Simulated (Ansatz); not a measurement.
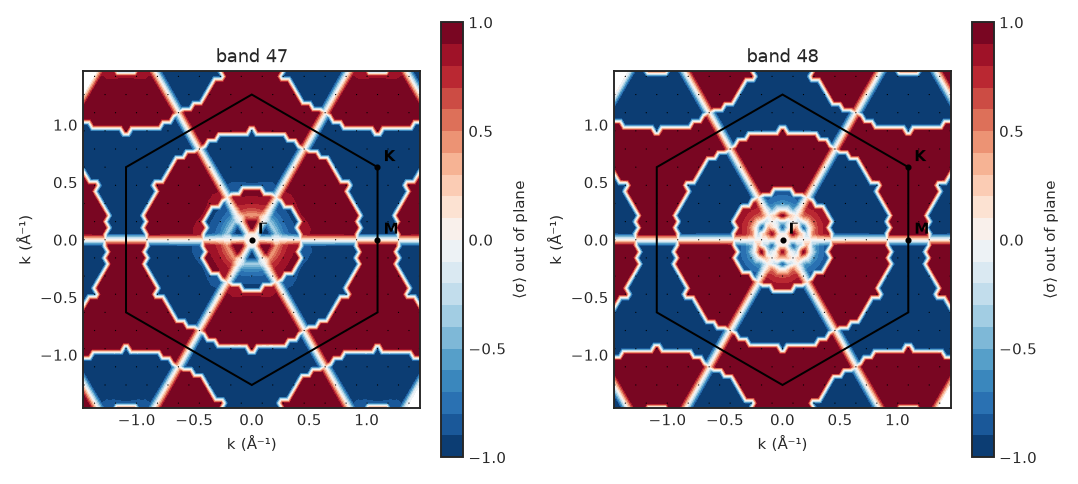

Spin texture of a WSe$_{2}$ monolayer (space group of the slab cell P-6m2) in the plane k₃ = 0, seen along b₁ × b₂: arrows give the in-plane part of ⟨σ⟩, colours the part out of the plane.

All numbers here come from DFT PBE, spin-orbit coupling, plane waves, PAW; levels and slopes on a dense k mesh at the converged density (Ansatz 0.2.0). Non-magnetic. Mesh 36×36×1, interpolated with the band slopes. Cell and positions as given, without relaxation. The cell comes from a database of computed structures, not from a measurement.

Question: Describe the spin texture.

Answer: Band 47 (conduction band): the spin expectation value has a mean length of 0.8, almost wholly out of the plane; its out-of-plane part is −0.9 at the labelled K point and +0.9 at the opposite point, so spin is locked to the valley. Band 48 (conduction band): the spin expectation value has a mean length of 0.8, almost wholly out of the plane; its out-of-plane part is +1.0 at the labelled K point and −1.0 at the opposite point, so spin is locked to the valley.

Question: Why are these bands spin-split?

Answer: The structure has no inversion centre, so spin-orbit coupling splits the pair at general k (symmetry can keep it degenerate on some lines and at time-reversal-invariant points), and the spin at −k is opposite to that at k. Bands 47 and 48 lie up to 0.26 eV apart in this plane.
